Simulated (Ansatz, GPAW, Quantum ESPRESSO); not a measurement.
# Simulated XPS, UPS and emission spectra of BAs, part 6 of 7

Wanted: projected DOS of BAs, weighted into photoemission and X-ray emission spectra, at several levels of theory.

Ansatz 0.2.0, Quantum ESPRESSO 7.5 and GPAW 26.7.0; DFT, PBE, plane-wave PAW, default files, scalar-relativistic (the session's first sound run).

So far. Step 4 (With LDA): At this level the gap is 1.13 eV on the path. Step 6 (Quantum ESPRESSO: self-consistent run): At this level the gap is 1.20 eV on the k-mesh of the self-consistent run, which can miss the band edges.

### Step 9. Quantum ESPRESSO: bands

Level of this step: DFT, PBE, plane waves, ultrasoft GBRV pseudopotentials, scalar-relativistic (Quantum ESPRESSO).

The bands are solved at chosen points on the fixed potential.

Contents of bands.in:

```
&control
  calculation = 'bands'
  prefix = 'pes'
  outdir = './tmp'
  pseudo_dir = './pp'
  verbosity = 'high'
/
&system
  ibrav = 0
  nat = 2
  ntyp = 2
  ecutwfc = 40.0
  ecutrho = 200.0
  occupations = 'smearing'
  nbnd = 12
  smearing = 'fd'
  degauss = 0.00367
/
&electrons
  conv_thr = 2e-09
  mixing_beta = 0.5
  electron_maxstep = 120
  diago_full_acc = .true.
/
ATOMIC_SPECIES
As 74.9216 as_pbe_v1.uspp.F.UPF
B 10.8100 b_pbe_v1.4.uspp.F.UPF
CELL_PARAMETERS angstrom
 0.000000000 2.388500000 2.388500000
 2.388500000 0.000000000 2.388500000
 2.388500000 2.388500000 0.000000000
ATOMIC_POSITIONS crystal
As 0.750000000 0.750000000 0.750000000
B 0.000000000 0.000000000 0.000000000
K_POINTS crystal
92
 0.00000000 0.00000000 0.00000000 1
 -0.03333333 -0.03333333 0.00000000 1
 -0.06666667 -0.06666667 0.00000000 1
 -0.10000000 -0.10000000 0.00000000 1
 -0.13333333 -0.13333333 0.00000000 1
 -0.16666667 -0.16666667 0.00000000 1
 ! [... 84 more points ...]
 -0.50000000 -0.48333333 0.01666667 1
 -0.50000000 -0.50000000 0.00000000 1
```

Run with:

```console
$ OMP_NUM_THREADS=1 mpirun -n 4 pw.x -nk 4 -in bands.in > bands.out
```

What it wrote:

```text
[banner, memory and clock lines left out]
Program PWSCF v.7.5 starts

          URL

     Atomic positions and unit cell read from directory:
     ./tmp/pes.save/

     Message from routine setup:
     using ibrav=0 with symmetry is DISCOURAGED, use correct ibrav instead

     G-vector sticks info

     bravais-lattice index     =            0
     lattice parameter (alat)  =       6.3832  a.u.
     unit-cell volume          =     183.9087 (a.u.)^3
     number of atoms/cell      =            2
     number of atomic types    =            2
     number of electrons       =         8.00
     number of Kohn-Sham states=           12
     kinetic-energy cutoff     =      40.0000  Ry
     charge density cutoff     =     200.0000  Ry
     Exchange-correlation=  SLA  PW   PBX  PBC
                           (   1   4   3   4   0   0   0)

     celldm(1)=   6.383210  celldm(2)=   0.000000  celldm(3)=   0.000000
     celldm(4)=   0.000000  celldm(5)=   0.000000  celldm(6)=   0.000000

     crystal axes: (cart. coord. in units of alat)
               a(1) = (   0.000000   0.707107   0.707107 )
               a(2) = (   0.707107   0.000000   0.707107 )
               a(3) = (   0.707107   0.707107   0.000000 )

     reciprocal axes: (cart. coord. in units 2 pi/alat)
               b(1) = ( -0.707107  0.707107  0.707107 )
               b(2) = (  0.707107 -0.707107  0.707107 )
               b(3) = (  0.707107  0.707107 -0.707107 )

     PseudoPot. # 1 for As read from file:
     ./pp/as_pbe_v1.uspp.F.UPF
     Pseudo is Ultrasoft + core correction, Zval =  5.0
     Generated by new atomic code, or converted to UPF format
     Using radial grid of  875 points,  6 beta functions with:
                l(1) =   0
                l(2) =   0
                l(3) =   1
                l(4) =   1
                l(5) =   2
                l(6) =   2
     Q(r) pseudized with  8 coefficients,  rinner =    1.300   1.300   1.300
                                                       1.300   1.300

     PseudoPot. # 2 for B  read from file:
     ./pp/b_pbe_v1.4.uspp.F.UPF
     Pseudo is Ultrasoft + core correction, Zval =  3.0
     Generated by new atomic code, or converted to UPF format
     Using radial grid of  781 points,  4 beta functions with:
                l(1) =   0
                l(2) =   0
                l(3) =   1
                l(4) =   1
     Q(r) pseudized with  8 coefficients,  rinner =    1.100   1.100   1.100

     atomic species   valence    mass     pseudopotential
     As                5.00    74.92160     As( 1.00)
     B                 3.00    10.81000     B ( 1.00)

     24 Sym. Ops. (no inversion) found

                                    s                        frac. trans.

      isym =  1     identity

 cryst.   s( 1) = (     1          0          0      )
                  (     0          1          0      )
                  (     0          0          1      )

 cart.    s( 1) = (  1.0000000 -0.0000000  0.0000000 )
                  ( -0.0000000  1.0000000  0.0000000 )
                  ( -0.0000000  0.0000000  1.0000000 )

      isym =  2     180 deg rotation - cart. axis [0,0,1]

 cryst.   s( 2) = (     0          1         -1      )
                  (     1          0         -1      )
                  (     0          0         -1      )

 cart.    s( 2) = ( -1.0000000  0.0000000  0.0000000 )
                  (  0.0000000 -1.0000000  0.0000000 )
                  (  0.0000000 -0.0000000  1.0000000 )

      isym =  3     180 deg rotation - cart. axis [0,1,0]

 cryst.   s( 3) = (     0         -1          1      )
                  (     0         -1          0      )
                  (     1         -1          0      )

 cart.    s( 3) = ( -1.0000000 -0.0000000 -0.0000000 )
                  (  0.0000000  1.0000000 -0.0000000 )
                  (  0.0000000  0.0000000 -1.0000000 )

      isym =  4     180 deg rotation - cart. axis [1,0,0]

 cryst.   s( 4) = (    -1          0          0      )
                  (    -1          0          1      )
                  (    -1          1          0      )

 cart.    s( 4) = (  1.0000000  0.0000000 -0.0000000 )
                  ( -0.0000000 -1.0000000 -0.0000000 )
                  ( -0.0000000 -0.0000000 -1.0000000 )

      isym =  5     120 deg rotation - cart. axis [-1,-1,-1]

 cryst.   s( 5) = (     0          0          1      )
[...]
cart.    s( 5) = (  0.0000000  1.0000000 -0.0000000 )
[...]
isym =  6     120 deg rotation - cart. axis [-1,1,1]

 cryst.   s( 6) = (     1         -1          0      )
[...]
cart.    s( 6) = ( -0.0000000 -1.0000000 -0.0000000 )
[...]
isym =  7     120 deg rotation - cart. axis [1,1,-1]

 cryst.   s( 7) = (    -1          1          0      )
[...]
cart.    s( 7) = ( -0.0000000  1.0000000  0.0000000 )
[...]
isym =  8     120 deg rotation - cart. axis [1,-1,1]

 cryst.   s( 8) = (     0          0         -1      )
[...]
cart.    s( 8) = (  0.0000000 -1.0000000  0.0000000 )
[...]
isym =  9     120 deg rotation - cart. axis [1,1,1]

 cryst.   s( 9) = (     0          1          0      )
[...]
cart.    s( 9) = ( -0.0000000  0.0000000  1.0000000 )
[...]
isym = 10     120 deg rotation - cart. axis [-1,1,-1]

 cryst.   s(10) = (    -1          0          1      )
[...]
cart.    s(10) = (  0.0000000 -0.0000000  1.0000000 )
[...]
isym = 11     120 deg rotation - cart. axis [1,-1,-1]

 cryst.   s(11) = (     1          0         -1      )
[...]
cart.    s(11) = (  0.0000000  0.0000000 -1.0000000 )
[...]
isym = 12     120 deg rotation - cart. axis [-1,-1,1]

 cryst.   s(12) = (     0         -1          0      )
[...]
cart.    s(12) = ( -0.0000000 -0.0000000 -1.0000000 )
[...]
isym = 13     inv. 180 deg rotation - cart. axis [1,1,0]

 cryst.   s(13) = (     1          0         -1      )
[...]
cart.    s(13) = (  0.0000000 -1.0000000  0.0000000 )
[...]
isym = 14     inv. 180 deg rotation - cart. axis [1,-1,0]

 cryst.   s(14) = (     0          1          0      )
[...]
cart.    s(14) = ( -0.0000000  1.0000000  0.0000000 )
[...]
isym = 15     inv.  90 deg rotation - cart. axis [0,0,-1]

 cryst.   s(15) = (     0         -1          0      )
[...]
cart.    s(15) = ( -0.0000000 -1.0000000 -0.0000000 )
[...]
Dynamical RAM for      wfcinit/wfcrot:       0.29 MB

     Dynamical RAM for           addusdens:       6.38 MB

     The potential is recalculated from file :
     ./tmp/pes.save/charge-density

     Starting wfcs are    8 randomized atomic wfcs +    4 random wfcs

     Band Structure Calculation
     Davidson diagonalization with overlap

     Computing kpt #:     1  of    23 on this pool

     Computing kpt #:     2  of    23 on this pool

     Computing kpt #:     3  of    23 on this pool

     Computing kpt #:     4  of    23 on this pool

     Computing kpt #:     5  of    23 on this pool

     Computing kpt #:     6  of    23 on this pool

     Computing kpt #:     7  of    23 on this pool

     Computing kpt #:     8  of    23 on this pool

     Computing kpt #:     9  of    23 on this pool

     Computing kpt #:    10  of    23 on this pool

     Computing kpt #:    11  of    23 on this pool

     Computing kpt #:    12  of    23 on this pool

     Computing kpt #:    13  of    23 on this pool

     Computing kpt #:    14  of    23 on this pool

     Computing kpt #:    15  of    23 on this pool

     Computing kpt #:    16  of    23 on this pool

     Computing kpt #:    17  of    23 on this pool

     Computing kpt #:    18  of    23 on this pool

     Computing kpt #:    19  of    23 on this pool

     Computing kpt #:    20  of    23 on this pool

     Computing kpt #:    21  of    23 on this pool

     Computing kpt #:    22  of    23 on this pool

     Computing kpt #:    23  of    23 on this pool

     ethr =  2.50E-11,  avg # of iterations = 61.0

     End of band structure calculation

          k = 0.0000 0.0000 0.0000 (   749 PWs)   bands (ev):

    -6.7495   8.6478   8.6478   8.6478  11.9475  11.9475  11.9475  13.4042
    18.3312  21.7657  21.7657  23.2421

          k =-0.0000-0.0000-0.0471 (   769 PWs)   bands (ev):

    -6.7251   8.5199   8.5280   8.5280  11.8708  12.0946  12.0946  13.5307
    18.4329  21.2043  21.7936  23.2951

          k =-0.0000-0.0000-0.0943 (   785 PWs)   bands (ev):

    -6.6520   8.1673   8.2204   8.2204  11.6833  12.4835  12.4835  13.8336
    18.7280  20.2744  21.8777  23.4548

          k = 0.0000 0.0000-0.1414 (   789 PWs)   bands (ev):

    -6.5305   7.6549   7.8157   7.8157  11.4419  13.0226  13.0226  14.1715
    19.1904  19.4014  22.0176  23.7215

          k = 0.0000 0.0000-0.1886 (   797 PWs)   bands (ev):

    -6.3610   7.0417   7.3768   7.3768  11.1780  13.6469  13.6469  14.3957
    18.7385  19.7953  22.2136  24.0955

          k =-0.0000-0.0000-0.2357 (   793 PWs)   bands (ev):

    -6.1443   6.3671   6.9384   6.9384  10.9110  14.3197  14.3197  14.3605
    18.4277  20.5050  22.4660  24.5769

          k = 0.0000 0.0000-0.2828 (   801 PWs)   bands (ev):

    -5.8815   5.6558   6.5189   6.5189  10.6553  14.0268  15.0194  15.0194
    18.4944  21.2920  22.7742  25.1646

          k = 0.0000 0.0000-0.3300 (   801 PWs)   bands (ev):

    -5.5740   4.9236   6.1295   6.1295  10.4221  13.5035  15.7324  15.7324
    18.8198  22.1248  23.1385  25.8557

          k =-0.0000-0.0000-0.3771 (   801 PWs)   bands (ev):

    -5.2240   4.1816   5.7766   5.7766  10.2196  12.9154  16.4484  16.4484
    19.2697  22.9678  23.5588  26.6428

          k =-0.0000-0.0000-0.4243 (   801 PWs)   bands (ev):

    -4.8348   3.4396   5.4648   5.4648  10.0544  12.3354  17.1577  17.1577
    19.7601  23.7788  24.0343  27.5052

          k =-0.0000-0.0000-0.4714 (   797 PWs)   bands (ev):

    -4.4112   2.7079   5.1970   5.1970   9.9316  11.7990  17.8495  17.8495
    20.2431  24.5093  24.5647  28.3451

          k = 0.0000 0.0000-0.5185 (   785 PWs)   bands (ev):

    -3.9617   1.9994   4.9755   4.9755   9.8554  11.3223  18.5078  18.5078
    20.6880  25.1111  25.1487  28.5299

          k = 0.0000 0.0000-0.5657 (   789 PWs)   bands (ev):

    -3.5016   1.3332   4.8018   4.8018   9.8296  10.9122  19.1072  19.1072
    21.0699  25.5524  25.7827  27.9379

          k = 0.0000 0.0000-0.6128 (   781 PWs)   bands (ev):

    -3.0620   0.7440   4.6770   4.6770   9.8576  10.5704  19.6073  19.6073
    21.3663  25.8317  26.4577  27.3409

          k =-0.0000-0.0000-0.6600 (   786 PWs)   bands (ev):

    -2.7102   0.3014   4.6019   4.6019   9.9426  10.2964  19.9500  19.9500
    21.5553  25.9762  26.9255  26.9255

          k = 0.0000 0.0000-0.7071 (   790 PWs)   bands (ev):

    -2.5659   0.1267   4.5768   4.5768  10.0822  10.0936  20.0737  20.0737
    21.6204  26.0195  26.7760  26.7760

          k = 0.0118 0.0118-0.7071 (   790 PWs)   bands (ev):

[...]
k = 0.0236 0.0236-0.7071 (   788 PWs)   bands (ev):

[...]
k = 0.0354 0.0354-0.7071 (   784 PWs)   bands (ev):

[...]
k = 0.0471 0.0471-0.7071 (   778 PWs)   bands (ev):

[...]
k = 0.0589 0.0589-0.7071 (   778 PWs)   bands (ev):

[...]
k = 0.0707 0.0707-0.7071 (   776 PWs)   bands (ev):

[...]
k = 0.0825 0.0825-0.7071 (   776 PWs)   bands (ev):

[...]
k = 0.0943 0.0943-0.7071 (   776 PWs)   bands (ev):

[...]
k = 0.5303-0.0000-0.5303 (   786 PWs)   bands (ev):

[...]
k = 0.4950-0.0000-0.4950 (   782 PWs)   bands (ev):

[...]
k = 0.3889-0.0000-0.3889 (   788 PWs)   bands (ev):

[...]
k = 0.3182-0.0000-0.3182 (   788 PWs)   bands (ev):

[...]
k = 0.2828-0.0000-0.2828 (   789 PWs)   bands (ev):

[...]
k = 0.2475-0.0000-0.2475 (   791 PWs)   bands (ev):

[...]
k = 0.1414-0.0000-0.1414 (   797 PWs)   bands (ev):

[...]
k = 0.0707-0.0000-0.0707 (   781 PWs)   bands (ev):

[...]
k = 0.0354-0.0000-0.0354 (   769 PWs)   bands (ev):

[...]
k = 0.0000 0.0000 0.0000 (   749 PWs)   bands (ev):

[...]
k = 0.3300-0.0000-0.7071 (   772 PWs)   bands (ev):

[...]
k = 0.2828-0.0000-0.7071 (   772 PWs)   bands (ev):

[...]
k = 0.2593-0.0000-0.7071 (   772 PWs)   bands (ev):

[...]
k = 0.2357-0.0000-0.7071 (   772 PWs)   bands (ev):

[...]
k = 0.2121-0.0000-0.7071 (   776 PWs)   bands (ev):

[...]
k = 0.1886-0.0000-0.7071 (   776 PWs)   bands (ev):

[...]
k = 0.1650 0.0000-0.7071 (   774 PWs)   bands (ev):

    -2.4958   0.3046   3.9098   4.0101  11.3788  11.4845  18.5926  18.8989
    21.1385  24.6847  25.0299  27.5370

          k = 0.1414 0.0000-0.7071 (   772 PWs)   bands (ev):

    -2.5122   0.2608   4.0531   4.1277  11.0679  11.1479  18.9556  19.2464
    21.1990  24.8277  25.1909  27.4725

          k = 0.1179 0.0000-0.7071 (   776 PWs)   bands (ev):

    -2.5273   0.2218   4.1907   4.2429  10.7887  10.8474  19.2798  19.5318
    21.2774  25.0014  25.3912  27.3963

          k = 0.0943 0.0000-0.7071 (   776 PWs)   bands (ev):

    -2.5405   0.1885   4.3165   4.3501  10.5473  10.5889  19.5568  19.7498
    21.3697  25.2067  25.6348  27.3021

          k = 0.0707 0.0000-0.7071 (   780 PWs)   bands (ev):

    -2.5513   0.1619   4.4240   4.4429  10.3501  10.3785  19.7793  19.9035
    21.4643  25.4394  25.9229  27.1808

          k = 0.0471 0.0000-0.7071 (   788 PWs)   bands (ev):

    -2.5593   0.1425   4.5066   4.5151  10.2035  10.2224  19.9418  20.0022
    21.5461  25.6866  26.2487  27.0275

          k = 0.0236 0.0000-0.7071 (   788 PWs)   bands (ev):

    -2.5643   0.1307   4.5589   4.5610  10.1129  10.1262  20.0406  20.0565
    21.6011  25.9123  26.5829  26.8627

          k = 0.0000 0.0000-0.7071 (   790 PWs)   bands (ev):

    -2.5659   0.1267   4.5768   4.5768  10.0822  10.0936  20.0737  20.0737
    21.6204  26.0195  26.7760  26.7760

     XML data file, pseudopotentials, collected wavefunctions

                                        0.00s GPU  (    1528 calls)
```

Wall time 4.1 s (4 MPI ranks of Intel Xeon at 2.60GHz (Ice Lake), shared host); 16 s of CPU time.

Numbers from this step:

```
gap on the path              : 1.182 eV
least direct gap on the path : 3.300 eV
```

The electronic bands at the labelled points (eV, zero at the valence-band maximum; v1 is the highest filled band, c1 the lowest empty one):

| point | v4 | v3 | v2 | v1 | c1 | c2 | c3 | c4 |
| --- | --- | --- | --- | --- | --- | --- | --- | --- |
| Γ | -15.40 | 0.00 | 0.00 | 0.00 | 3.30 | 3.30 | 3.30 | 4.76 |
| X | -11.21 | -8.52 | -4.07 | -4.07 | 1.43 | 1.45 | 11.43 | 11.43 |
| U | -11.25 | -8.14 | -5.95 | -3.48 | 2.05 | 5.58 | 9.28 | 9.82 |
| jump to K | -11.25 | -8.14 | -5.95 | -3.48 | 2.05 | 5.58 | 9.28 | 9.82 |
| Γ | -15.40 | 0.00 | 0.00 | 0.00 | 3.30 | 3.30 | 3.30 | 4.76 |
| L | -12.53 | -8.78 | -1.81 | -1.81 | 2.72 | 4.80 | 4.80 | 8.98 |
| W | -11.05 | -8.06 | -5.48 | -5.20 | 5.28 | 6.00 | 6.83 | 7.09 |
| X | -11.21 | -8.52 | -4.07 | -4.07 | 1.43 | 1.45 | 11.43 | 11.43 |

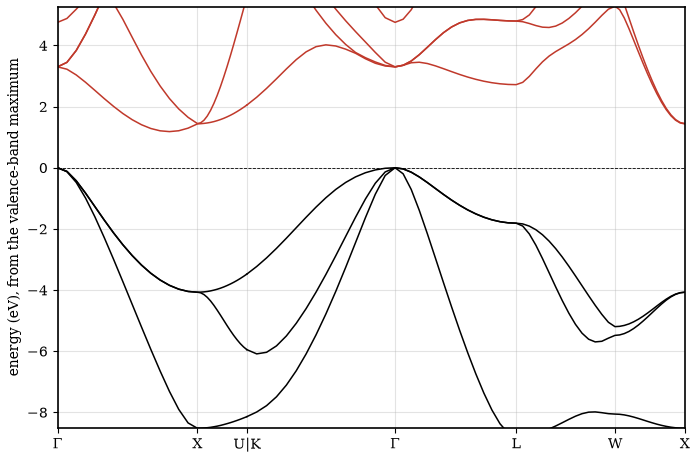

Electronic bands along the path; lines of filled and empty bands in two colours.

On this path the gap is indirect, 1.18 eV, with the valence top at Γ and the conduction bottom between Γ and X. The least direct gap is 3.30 eV.

(Continued in part 7 of 7.)

[Logs are printed without paths, hosts, clocks, repeated set-up lines and the standing remarks that a program may print on its own settings, such as how far it seeks lower states.]

[Hosts, paths, dates, database ids (printed as entryN), source tags and the programs' standing remarks are cut or masked in the printed files.]

[Maps of the electrostatic potential energy from Ansatz leave out the sawtooth potential of an applied field or a dipole correction, so their vacuum need not be flat; work functions include it.]

[Peak lists hold at most the 14 tallest peaks of each spectrum; further lines can be left out.]
